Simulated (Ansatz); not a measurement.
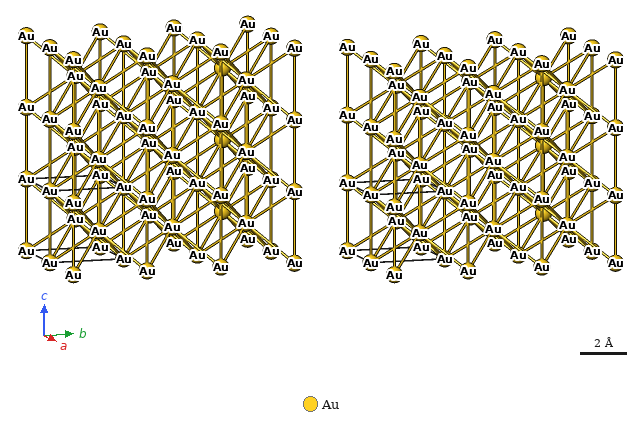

Two geometries of a crystal of Au (set up in I4/mmm), drawn at one scale. One is the start of a relaxation, the other its converged end. Style: ball-and-stick. Shown: the cell of the calculation, repeated 2 × 3 × 3 with one cell outlined, slightly off an axis.

Level of theory: Ansatz 0.2.0, DFT r2SCAN, scalar-relativistic, plane waves, PAW. Set-up: plane-wave cutoff 500 eV; k-point mesh 16 × 16 × 16; occupations gaussian; smearing width 0.1 eV; no spin polarisation; cell relaxed at fixed a, b, gamma; force threshold 0.008 eV/Å; at most 40 steps.

Question: Which of the two is the end point?

Answer: The right one is the relaxed one. Case: biaxial strain in the a-b plane of +4.0 %; c and atoms relaxed. Over 4 accepted moves (6 points after the start) the energy falls by 23.7 meV per atom. All forces vanish by symmetry, so only the cell relaxes. Pressure: −6.75 GPa at the start and 0.71 GPa at the end. The SCF was repeated twice at an unchanged geometry on a basis and grid sized afresh for the cell, which shifted the energy by 0.4 meV per atom at most. The atoms keep their places relative to the cell (all moves are under 0.005 Å). Cell: a = b unchanged at 3.406 Å, c 3.197 → 3.023 Å (−5.4 %). Volume −5.4 %. Some distances before and after: Au–Au 3.197 → 3.023 Å, Au–Au 2.891 → 2.844 Å. The space group stays I4/mmm (No. 139). The run took 4.2 min on 1 thread of Arm Neoverse V2, on a shared host, peak memory 0.65 GiB.
